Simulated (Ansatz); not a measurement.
System: MgF₂.

```xyz
6
Lattice="4.7671 0.0000 0.0000 0.0000 4.7671 0.0000 0.0000 0.0000 3.1237" Properties=species:S:1:pos:R:3 pbc="T T T"
Mg    0.0000    0.0000    0.0000
Mg    2.3835    2.3835    1.5619
F     1.4519    1.4519    0.0000
F     0.9316    3.8354    1.5619
F     3.3152    3.3152    0.0000
F     3.8354    0.9316    1.5619
```

Space group P4₂/mnm; started from the MgF2 prototype; changed on purpose from its base cell (volume × 1.040); computed pressure about −3 GPa in this cell.

All numbers below come from DFT PBE, scalar-relativistic, plane waves, PAW in Ansatz 0.2.0.

### What will maps of the valence pseudo-density and electron localisation function show?

Mg–F (2.05 Å): ρ at the midpoint is about 0.3 e/Å³; the ELF peaks at about 0.80 in the valence shell of F, 0.5 Å from its nucleus, and is about 0.20 at the midpoint; a largely ionic contact.

### Metal or insulator at this level of theory?

It is gapped, with a Kohn–Sham gap of 6.6 eV on the k-point mesh, an upper bound to the gap of this method.

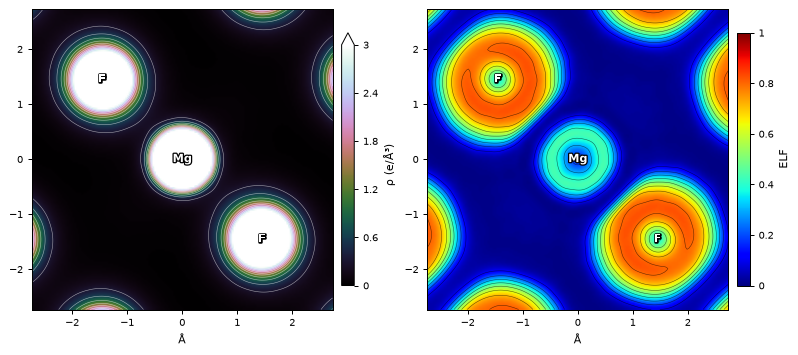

Computed valence pseudo-density and electron localisation function on the (001) plane of the conventional cell, in this order. 

Core electrons are frozen (PAW), and the valence fields are smoothed inside the atomic spheres.
